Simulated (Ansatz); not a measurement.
**What a change does: geometry relaxation on C**

System: C (P6₃/mmc, 4 atoms in the cell).
Method of run 1: Kohn-Sham DFT of a periodic cell, r2SCAN with rVV10, Ansatz PAW, no spin polarisation (Ansatz 0.2.0).

The structure derives from an entry of the Crystallography Open Database. Text and figures count atoms from 1; the logs count them from 0 in places.

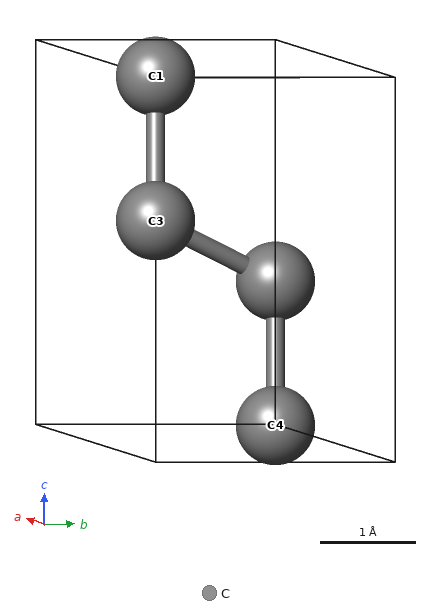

Fig. 1: The input geometry (ball-and-stick view of the cell of the calculation, seen at an oblique angle; atoms are numbered from 1 in the order of the input). Near neighbours in the crystal (not all of them lie inside the picture): C has 4 C at 1.54 Å.

**The input, run 1**
```yaml
crystal:
  lattice:
    - [2.5221, 0.0, 0.0]
    - [-1.26105, 2.1842026709, 0.0]
    - [0.0, 0.0, 4.1186]
  atoms:
    - { symbol: C, position: [0.6666666667, 0.3333333333, 0.9375] }
    - { symbol: C, position: [0.3333333333, 0.6666666667, 0.4375] }
    - { symbol: C, position: [0.6666666667, 0.3333333333, 0.5625] }
    - { symbol: C, position: [0.3333333333, 0.6666666667, 0.0625] }
hamiltonian:
  xc: r2scan
  pseudopotentials: { kind: paw }
  dispersion: rvv10
kpoints:
  mp_grid: { grid: [12, 12, 7] }
scf:
  occupations: { method: fermi_dirac, width: 0.05 }
output:
  forces: true
  stress: true
  write_density: true
  write_potential: true
  elf: true
  volumetric_format: npy
relax:
  f_tol: 0.01
  max_steps: 40
  cell: { stress_tol: 0.05 }
```

Launched with:
```bash
ansatz run input.yaml --threads 2 --pin off --max-ram 5120MiB --backend cpu --events-out ev --progress --plain --runs-dir out
```

Hardware: 2 threads of Intel Xeon @ 2.60GHz (Ice Lake), 24 GiB of memory available, shared host.

**Output, shortened to warnings, some set-up lines, iterations and results (run 1)**
```
Basis set: ecut = 500 eV, 573 PW (Γ), exchange–correlation on 96×96×144 points (64 copies of the dense FFT grid, shifted against one another)
Symmetry: 24 space group operations
k-points: 76 of 1008
Initial density: superposition of atomic densities (neutral atoms: chi_scale 0, normalization atom), corrected by the library's trained network
[...]
SCF iter   1: F=—  HF=-1005.455144 eV  |F-HF|=—  |Δ(HF+E_count)|=         —  Δρ=1.01e-2  dr2=8.23e-3  dr2_τ=7.54e-1  ethr=1.77e-3  ⟨swp⟩=6.1  Hψ=5445  notcnv=0
SCF iter   2: F=—  HF=-1005.566298 eV  |F-HF|=—  |Δ(HF+E_count)|=   1.11e-1  Δρ=5.86e-3  dr2=2.42e-3  dr2_τ=1.36e-4  ethr=5.15e-5  ⟨swp⟩=2.0  Hψ=2432  notcnv=0
SCF iter   3: F=—  HF=-1005.566164 eV  |F-HF|=—  |Δ(HF+E_count)|=   1.34e-4  Δρ=8.26e-4  dr2=5.05e-5  dr2_τ=1.43e-5  ethr=1.51e-5  ⟨swp⟩=2.0  Hψ=1514  notcnv=0
SCF iter   4: F=—  HF=-1005.566183 eV  |F-HF|=—  |Δ(HF+E_count)|=   1.90e-5  Δρ=1.11e-4  dr2=7.03e-7  dr2_τ=9.97e-8  ethr=3.16e-7  ⟨swp⟩=2.3  Hψ=1518  notcnv=0
SCF iter   5: F=-1005.566185 eV  HF=-1005.566185 eV  |F-HF|=2.43e-8  |Δ(HF+E_count)|=   1.25e-6  Δρ=2.15e-5  dr2=3.18e-8  dr2_τ=5.12e-9  ethr=4.39e-9  ⟨swp⟩=2.8  Hψ=1606  …
[... 31 lines ...]
SCF iter   2: F=—  HF=-1005.591822 eV  |F-HF|=—  |Δ(HF+E_count)|=   1.05e-8  Δρ=1.65e-5  dr2=5.23e-9  dr2_τ=2.67e-9  ethr=1.27e-10  ⟨swp⟩=2.5  Hψ=1511  notcnv=0
SCF iter   3: F=—  HF=-1005.591822 eV  |F-HF|=—  |Δ(HF+E_count)|=   3.86e-8  Δρ=6.79e-7  dr2=4.21e-11  dr2_τ=6.36e-12  ethr=1.00e-12  ⟨swp⟩=6.4  Hψ=5645  notcnv=0
SCF iter   4: F=-1005.591822 eV  HF=-1005.591822 eV  |F-HF|=1.36e-12  |Δ(HF+E_count)|=  1.14e-11  Δρ=2.75e-7  dr2=6.31e-12  dr2_τ=4.44e-13  ethr=1.00e-12  ⟨swp⟩=5.6  Hψ=3635  …
SCF 7 converged in 4 iterations: F = -1005.591822 eV  dr2 = 6.31e-12
relax step   7: F+E_penalty+E_count = -1005.59182198 eV  Δ(F+E_penalty+E_count) = +6.177e-5 eV  max|allowed force component| = 7.658e-5 eV/Å  Δτ_max = 0.0000 Å  P = +0.007 …
basis re-selected at this cell: Δ(F+E_penalty+E_count) = +6.177e-5 eV, ΔP = +0.004 GPa vs the last step (what re-selecting the basis moved, of the pressure what is left beyond the Pulay correction that the steps carried, after the strain that the cell walked since its last selection, with what the …
SCF converged after 4 iterations
Free energy (F): -1005.591822 eV
Harris-Foulkes:  -1005.591822 eV  (|F-HF|=1.36e-12)
Internal energy: -1005.591822 eV  (E = F + TS)
E sigma→0 (E₀):  -1005.591822 eV
Fermi energy:    15.456000 eV
--- Per-component energies (eV) ---
  E_band       = 61.457077
  E_kinetic    = 368.836261
  E_local      = -243.038438  (includes V_loc(G=0)·N_el)
  E_nonlocal   = 105.162877
  E_hartree    = 53.942394
  E_xc         = -191.370835
  E_vxc        = -265.077178  (∫ρ·V_xc dr)
  E_paw        = -402.899631  (= ΣΔE_a)
  E_vpaw       = -26.302326  (= ΣTr[D̂ρ^β])
  E_aug_tail   = 0.000013  (compensation charges beyond the density's cutoff)
  E_vtau       = 13.991057  (kinetic-family band-sum trace: ∫τ·v_τ [+ j·A + Jᵃ·Aᵃ] dr)
  E_ewald      = -696.125367
  E_core_change = -0.099095  (= ΣΔE_core)
  E_smearing   = -0.000000  (= −TS)
  E_closure    = -0.000000  (closes the sum)
  Σ components = -1005.591822   (vs F -1005.591822, Δ=0.00e0)
--- Forces (eV/Å), atoms counted from 1 ---
  atom   1  C      0.00000000    -0.00000000    -0.00007658
  atom   2  C      0.00000000     0.00000000    -0.00007658
  atom   3  C     -0.00000000    -0.00000000     0.00007658
  atom   4  C     -0.00000000     0.00000000     0.00007658
  max |Σ_I F_I| component: 6.48e-17 eV/Å
--- Stress (GPa, compression-positive) ---
        0.011985      -0.000000       0.000000
        0.000000       0.011985       0.000000
        0.000000       0.000000      -0.003546
  P = ⅓ Tr σ = 0.0068 GPa (0.068 kbar)
--- Relaxed structure (6 steps of the walk, 6 accepted, 1 SCFs on fresh bases) ---
  F+E_penalty+E_count = -1005.59182198 eV   max|allowed force component| = 7.658e-5 eV/Å   (the final SCF, on the basis selected at the relaxed cell)
  cell:  # Å, volume = 22.5767 Å³
    - [2.501394439630388, 1.6755904666419157e-36, 0.0]
    - [-1.250697219815194, 2.166271129605056, 0.0]
    - [0.0, 0.0, 4.166448226293433]
  atoms:
    - { symbol: C, position: [0.6666666666666665, 0.33333333333333326, 0.9372443217759944] }
[...]
```

For run 2 the input was changed thus:
```diff
-  xc: r2scan
+  xc: pbe
-  dispersion: rvv10
+  dispersion: d3bj
-  write_density: true
-  write_potential: true
-  elf: true
-  volumetric_format: npy
```

What does this change do to the results?

The total energies belong to different models, so their difference says nothing on which is more stable or more accurate. The functional changes from r2SCAN to PBE. The SCF takes 33 iterations over all geometry steps against 27. The default cutoff goes from 500 to 420 eV with the change. On the same kind of shared host run 2 took about 0.29 times as long.

**Output, shortened to warnings, some set-up lines, iterations and results (run 2)**
```
Basis set: ecut = 420 eV, 451 PW (Γ), exchange–correlation on 36×36×60 points (8 copies of the dense FFT grid, shifted against one another)
Symmetry: 24 space group operations
k-points: 76 of 1008
Initial density: superposition of atomic densities (neutral atoms: chi_scale 0, normalization atom), corrected by the library's trained network
[...]
SCF iter   1: F=—  HF=-1003.875414 eV  |F-HF|=—  |Δ(HF+E_count)|=         —  Δρ=3.77e-3  dr2=1.53e-3  ethr=1.77e-3  ⟨swp⟩=5.8  Hψ=5369  notcnv=0
SCF iter   2: F=—  HF=-1003.875072 eV  |F-HF|=—  |Δ(HF+E_count)|=   3.42e-4  Δρ=1.67e-3  dr2=2.36e-4  ethr=9.58e-6  ⟨swp⟩=2.0  Hψ=1879  notcnv=0
SCF iter   3: F=—  HF=-1003.875142 eV  |F-HF|=—  |Δ(HF+E_count)|=   7.07e-5  Δρ=2.45e-4  dr2=3.32e-6  ethr=1.47e-6  ⟨swp⟩=2.5  Hψ=1501  notcnv=0
SCF iter   4: F=—  HF=-1003.875144 eV  |F-HF|=—  |Δ(HF+E_count)|=   2.11e-6  Δρ=1.93e-5  dr2=7.32e-8  ethr=2.07e-8  ⟨swp⟩=2.6  Hψ=1512  notcnv=0
SCF iter   5: F=-1003.875144 eV  HF=-1003.875144 eV  |F-HF|=4.54e-10  |Δ(HF+E_count)|=   1.73e-8  Δρ=4.57e-6  dr2=3.32e-9  ethr=4.57e-10  ⟨swp⟩=2.3  Hψ=1534  notcnv=0
[... 41 lines ...]
SCF iter   1: F=—  HF=-1003.898689 eV  |F-HF|=—  |Δ(HF+E_count)|=         —  Δρ=6.26e-6  dr2=1.71e-9  ethr=1.01e-8  ⟨swp⟩=3.3  Hψ=7987  notcnv=0
SCF iter   2: F=—  HF=-1003.898688 eV  |F-HF|=—  |Δ(HF+E_count)|=   6.82e-7  Δρ=3.01e-6  dr2=3.79e-10  ethr=1.07e-11  ⟨swp⟩=3.0  Hψ=1694  notcnv=0
SCF iter   3: F=-1003.898688 eV  HF=-1003.898688 eV  |F-HF|=2.05e-11  |Δ(HF+E_count)|=  4.90e-10  Δρ=4.29e-7  dr2=8.63e-12  ethr=1.00e-12  ⟨swp⟩=2.9  Hψ=3518  notcnv=0
SCF 9 converged in 3 iterations: F = -1003.898688 eV  dr2 = 8.63e-12
relax step   9: F+E_penalty+E_count = -1003.89868804 eV  Δ(F+E_penalty+E_count) = +3.371e-5 eV  max|allowed force component| = 1.815e-4 eV/Å  Δτ_max = 0.0000 Å  P = -0.001 …
basis re-selected at this cell: Δ(F+E_penalty+E_count) = +3.371e-5 eV, ΔP = -0.001 GPa vs the last step (what re-selecting the basis moved, of the pressure what is left beyond the Pulay correction that the steps carried, after the strain that the cell walked since its last selection, with what the …
SCF converged after 3 iterations
Free energy (F): -1003.898688 eV
Harris-Foulkes:  -1003.898688 eV  (|F-HF|=2.05e-11)
Internal energy: -1003.898688 eV  (E = F + TS)
E sigma→0 (E₀):  -1003.898688 eV
Fermi energy:    15.366606 eV
--- Per-component energies (eV) ---
  E_band       = 70.539974
  E_kinetic    = 369.948031
  E_local      = -245.779503  (includes V_loc(G=0)·N_el)
  E_nonlocal   = 106.865254
  E_hartree    = 54.243198
  E_xc         = -195.124448
  E_vxc        = -242.260228  (∫ρ·V_xc dr)
  E_paw        = -396.945002  (= ΣΔE_a)
  E_vpaw       = -26.720026  (= ΣTr[D̂ρ^β])
  E_aug_tail   = 0.000034  (compensation charges beyond the density's cutoff)
  E_ewald      = -696.336227
  E_disp       = -0.770025  (pairwise vdW)
  E_smearing   = -0.000000  (= −TS)
  E_closure    = 0.000000  (closes the sum)
  Σ components = -1003.898688   (vs F -1003.898688, Δ=0.00e0)
--- Forces (eV/Å), atoms counted from 1 ---
  atom   1  C     -0.00000000     0.00000000     0.00018151
  atom   2  C      0.00000000    -0.00000000     0.00018151
  atom   3  C     -0.00000000     0.00000000    -0.00018151
  atom   4  C      0.00000000    -0.00000000    -0.00018151
  max |Σ_I F_I| component: 3.24e-17 eV/Å
--- Stress (GPa, compression-positive) ---
       -0.004461      -0.000000       0.000000
       -0.000000      -0.004461       0.000000
        0.000000       0.000000       0.005446
  P = ⅓ Tr σ = -0.0012 GPa (-0.012 kbar)
--- Relaxed structure (7 steps of the walk, 7 accepted, 2 SCFs on fresh bases) ---
  F+E_penalty+E_count = -1003.89868804 eV   max|allowed force component| = 1.815e-4 eV/Å   (the final SCF, on the basis selected at the relaxed cell)
  cell:  # Å, volume = 22.5564 Å³
    - [2.50118614940818, -1.1405185776275973e-34, 0.0]
    - [-1.25059307470409, 2.166090744981264, 0.0]
    - [0.0, 0.0, 4.1633813157310815]
  atoms:
    - { symbol: C, position: [0.6666666666666667, 0.3333333333333333, 0.9372247025095436] }
    - { symbol: C, position: [0.3333333333333333, 0.6666666666666666, 0.43722470250954354] }
[...]
```

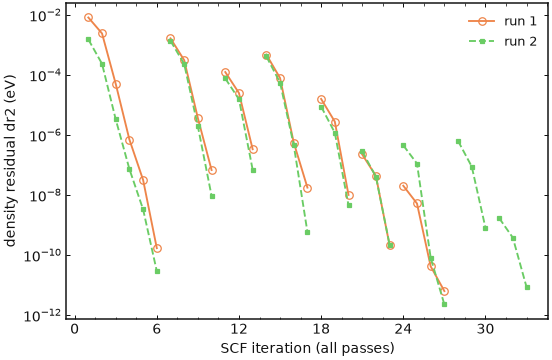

Fig. 2: Convergence of the two runs: density residual dr2 against the SCF iteration. A break in a curve parts two SCF passes. Run 1 takes 27 iterations in all, and run 2 takes 33.

**The two runs side by side**

```tsv
quantity	run 1	run 2
outcome	converged	converged
free energy per atom (eV)	−251.3980	−250.9747
gap on the mesh (eV)	3.53	–
pressure (GPa)	0.01	0.00
volume per atom (Å³)	5.64	5.64
largest force (eV/Å)	0.000	0.000
SCF iterations	27	33
irreducible k-points	76	76
wall time (shared host)	14 s	4.2 s
```
